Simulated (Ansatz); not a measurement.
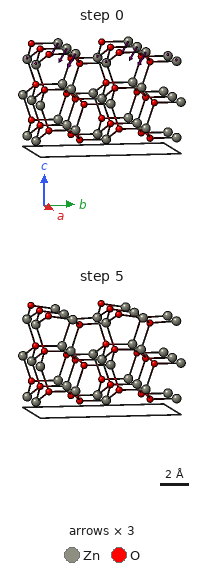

The structure of a slab of composition ZnO (cut from the P6_3mc phase) before (top) and after (bottom) a constrained relaxation, at one scale. The purple arrows give the displacements, 3 times their true length.

The picture is a ball-and-stick view of the 1 × 2 repeat of the cell, outlined in the plane, without the vacuum (origin shifted), seen slightly off an axis.

Case: clean slab, lower planes held. The slab is the (1 0 0) face of ZnO. 12 atoms are held fixed.

Computed with DFT PBE, scalar-relativistic, plane waves, PAW (Ansatz). Set-up: plane-wave cutoff 420 eV; k-point mesh 3 × 3 × 1; occupations gaussian; smearing width 0.05 eV; no spin polarisation; dipole correction; atoms relaxed in a fixed cell; force threshold 0.03 eV/Å; at most 70 steps.

Describe what moved and what it gained.

After 5 geometry steps the energy has fallen by 0.755 eV per cell of the calculation. Largest force component: 1.4 eV/Å at the start, 0.023 eV/Å at the end. The largest moves, 0.42 Å, are those of Zn atoms. Largest moves by element: Zn 0.42 Å, O 0.07 Å. The cell stays as it was. Near-neighbour distances that change, for instance: O–Zn 2.007 → 1.863 Å, O–Zn 1.999 → 2.103 Å, O–Zn 1.999 → 1.931 Å, O–Zn 1.999 → 2.061 Å. Among the angles between lasting bonds that change: Zn–O–Zn 110.3° → 99.0°, O–Zn–O 108.7° → 118.6°, Zn–O–Zn 108.7° → 114.7°. Cost: 2.1 min on 4 threads of Arm Neoverse V1, with other jobs on the host, peak memory 1.9 GiB.
